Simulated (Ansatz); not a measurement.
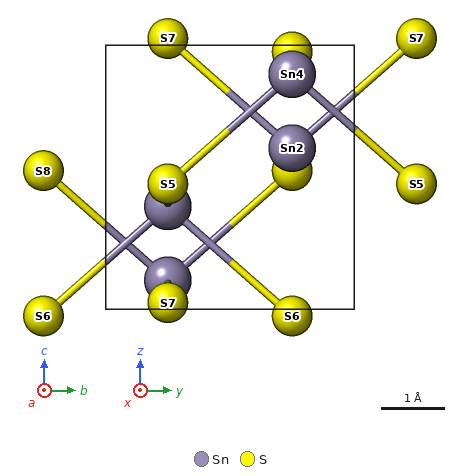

A crystal of SnS (Pnma): the cell is strained along y alone, with the atoms kept at their fractional coordinates. x, y and z are the Cartesian axes of the input. The picture shows the reference cell. Style: ball-and-stick. Shown: the cell of the calculation, repeated 1 × 1 × 1 with one cell outlined, along the a axis.

All numbers below come from DFT PBEsol, scalar-relativistic, plane waves, PAW in Ansatz 0.2.0. Set-up: plane-wave cutoff 420 eV; k-point mesh 4 × 8 × 6; occupations gaussian; smearing width 0.05 eV; no spin polarisation. Energies (free energies at the smearing named) are counted from the relaxed crystal.

```
CELL_PARAMETERS angstrom
11.09675 0.00000 0.00000
0.00000 3.98441 0.00000
0.00000 0.00000 4.23154
ATOMIC_POSITIONS crystal
Sn 0.11858 0.25000 0.11017
Sn 0.38142 0.75000 0.61017
Sn 0.61858 0.25000 0.38983
Sn 0.88142 0.75000 0.88983
S 0.85335 0.25000 0.47475
S 0.64665 0.75000 0.97475
S 0.35335 0.25000 0.02525
S 0.14665 0.75000 0.52525
```

Question: Give the energy at each point (the strain: −0.040, −0.030, −0.020, −0.010, 0.000, 0.010, 0.020, 0.030, 0.035, 0.040).

Answer:
```tsv
strain	ΔE (meV/atom)
−0.040	13.4
−0.030	7.4
−0.020	3.2
−0.010	0.8
0.000	0.0
0.010	0.7
0.020	2.9
0.030	6.5
0.035	8.8
0.040	11.3
```

Of the computed points the lowest is at the strain 0.00, 0.0 meV/atom. At the ends of the scan the energy is 13.4 meV/atom (−0.04) and 11.3 meV/atom (0.04). The curvature at zero strain, (1/V) d²E/dε², is about 110 GPa; it is C₂₂ with clamped ions. The distortion keeps the space group Pnma. At the strain −0.04 the cell of the drawing goes b 3.984 → 3.825 Å.

The computed profile:

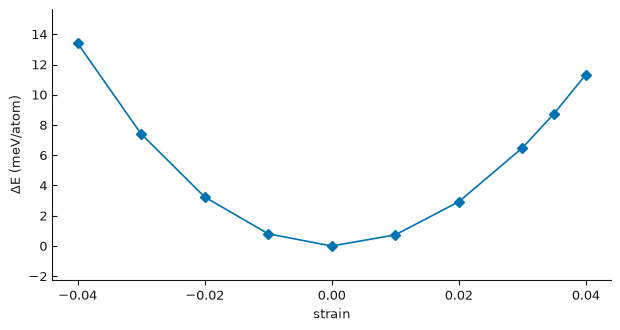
